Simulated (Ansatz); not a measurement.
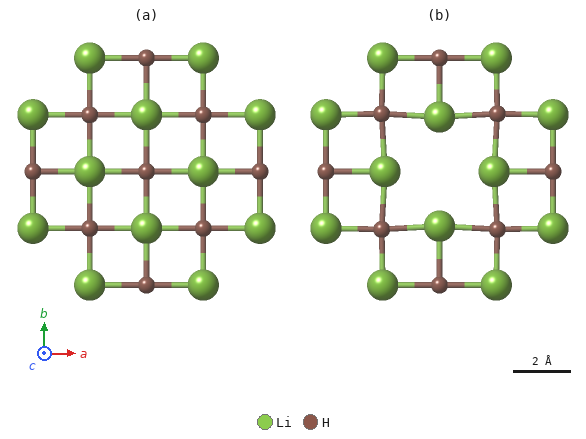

Left: perfect LiH. Right: the same region with one point defect, after relaxing the atoms in a supercell of 32 sites. The picture is a ball-and-stick view of the atoms within 5.4 Å of one point, in a slice 3.4 Å thick across the line of sight, seen along the c axis.

Level of theory: DFT PBE, scalar-relativistic, plane waves, PAW (Ansatz). (plane-wave cutoff 420 eV; k-point mesh 1 × 1 × 1; occupations gaussian; smearing width 0.01 eV; no spin polarisation) The cell is small and the k-mesh coarse, so the numbers are rough. A uniform background neutralises the charged cell. The axes drawn are those of the host's conventional cell.

What kind of defect was made?

Answer. A hydrogen atom is taken out (a vacancy).

The charge state of the cell is −1.

How does the lattice respond?

Answer. Around the empty H site the host had 6 Li at 2.00 Å; after relaxation the nearest atoms are 6 Li at 1.93 Å. Of the host's atoms, a lithium atom moves furthest from its site, by 0.08 Å.
